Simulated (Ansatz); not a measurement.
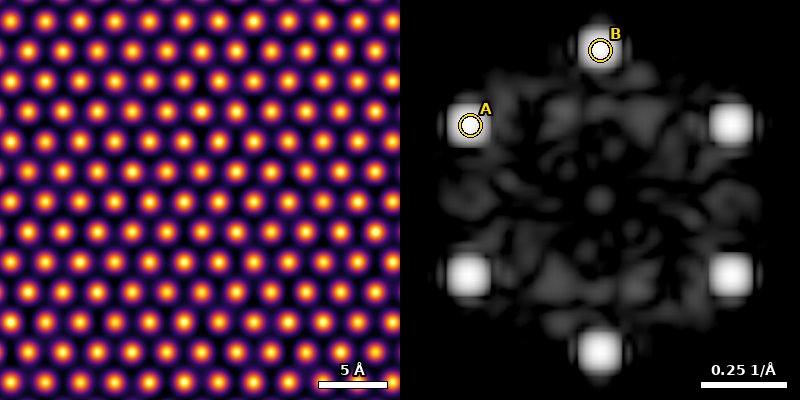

Dark-field STEM-like image of Al (Im-3m, No. 229) along [111]. Simulated incoherent Z contrast: every atom adds Z^1.7 spread by a probe of 1.26 Å full width; channelling and multiple scattering are left out. The probe carries 15 % of its weight in a tail 2.5 times as wide. The speckle of an amorphous layer was added. Structure: the input geometry of an electronic-structure calculation (not necessarily at equilibrium); the starting structure was generated, so it need not be a known form of this composition.

The right panel is the modulus of the image's Fourier transform on a logarithmic scale.

a = 3.190 Å, b = 3.190 Å, c = 3.190 Å, α = 90.00°, β = 90.00°, γ = 90.00°

Question: Index the marked spots and give their plane spacings (the zone axis points at the viewer; indices equivalent by symmetry, or all signs reversed, are as good).

Answer: A: (0 1 -1), d = 2.26 Å; B: (1 0 -1), d = 2.26 Å. A and B enclose 60°, and every spot obeys the zone law hu + kv + lw = 0 for [111].
